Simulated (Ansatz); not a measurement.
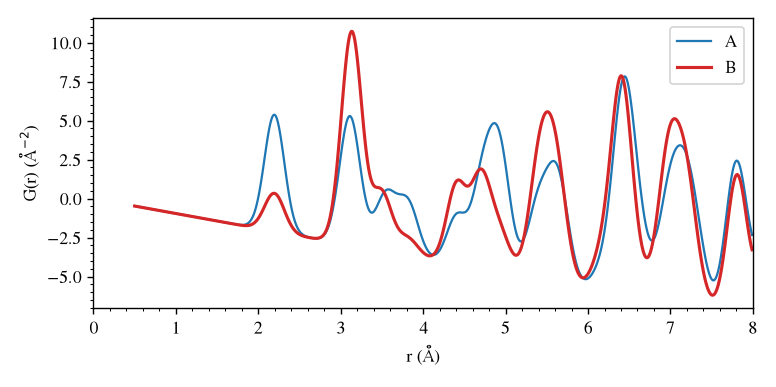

Two calculated pair distribution functions of the same structure of HfN, one with X-ray weights (atomic numbers) and one with neutron weights (tabulated coherent scattering lengths, natural isotope mix where the element has one), both with peak width σ = 0.12 Å. It is based on the geometry relaxed with Ansatz 0.2.0, DFT PBEsol, scalar-relativistic, plane waves, PAW; the starting structure was generated, so it need not be a known form of this composition.

```cif
data_structure
_symmetry_space_group_name_H-M 'Cmcm'
_symmetry_Int_Tables_number 63
_cell_length_a 3.1549
_cell_length_b 10.8007
_cell_length_c 3.0784
_cell_angle_alpha 90.000
_cell_angle_beta 90.000
_cell_angle_gamma 90.000
_cell_volume 104.90
loop_
_atom_site_label
_atom_site_type_symbol
_atom_site_symmetry_multiplicity
_atom_site_Wyckoff_symbol
_atom_site_fract_x
_atom_site_fract_y
_atom_site_fract_z
_atom_site_occupancy
Hf1 Hf 4 c 0.00000 0.14488 0.75000 1
N1 N 4 c 0.00000 0.34994 0.75000 1
```

### Tell the X-ray curve from the neutron curve.

Curve A is the neutron PDF and B the X-ray PDF. The weight that changes most is that of Hf–Hf (first at 3.08 Å): 0.83 for X-rays, 0.20 for neutrons.

### Give the weight with which each partial g(r) enters the total (Faber–Ziman weights, summing to 1).

```
 pair  X-ray  neutron
Hf–Hf   0.83     0.20
 Hf–N   0.16     0.50
  N–N   0.01     0.30
```

Scattering lengths used: Hf 7.70 fm, N 9.36 fm.
